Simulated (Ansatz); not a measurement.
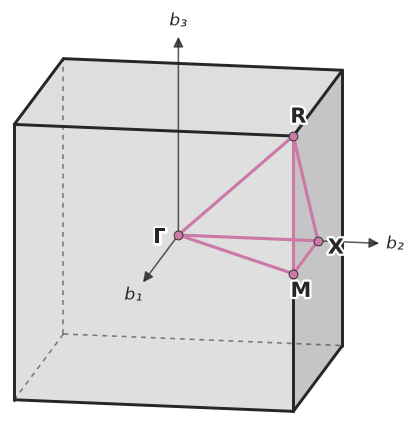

Crystal: KF, the input geometry of an electronic-structure calculation (not necessarily at equilibrium). The first Brillouin zone and its special points. All values are computed from the atomic coordinates in the standard setting (tolerance 0.002 Å).

Space group Pm-3m, No. 221; a = 3.259 Å, b = 3.259 Å, c = 3.259 Å, α = 90.00°, β = 90.00°, γ = 90.00°.

Labels and path follow the convention of Hinuma et al. (2017), as computed by seekpath; the arrows show the directions of the reciprocal primitive vectors b₁, b₂, b₃, in which coordinates are given; lengths include the factor 2π.

**List the special points with their coordinates and distances from Γ.**

| point | k₁ | k₂ | k₃ | length of k (1/Å) |
| --- | --- | --- | --- | --- |
| Γ | 0 | 0 | 0 | 0.000 |
| R | 1/2 | 1/2 | 1/2 | 1.670 |
| M | 1/2 | 1/2 | 0 | 1.363 |
| X | 0 | 1/2 | 0 | 0.964 |

**What is the zone's volume?**

(2π)³ over the primitive cell's volume of 34.61 Å³: 7.17 Å⁻³.
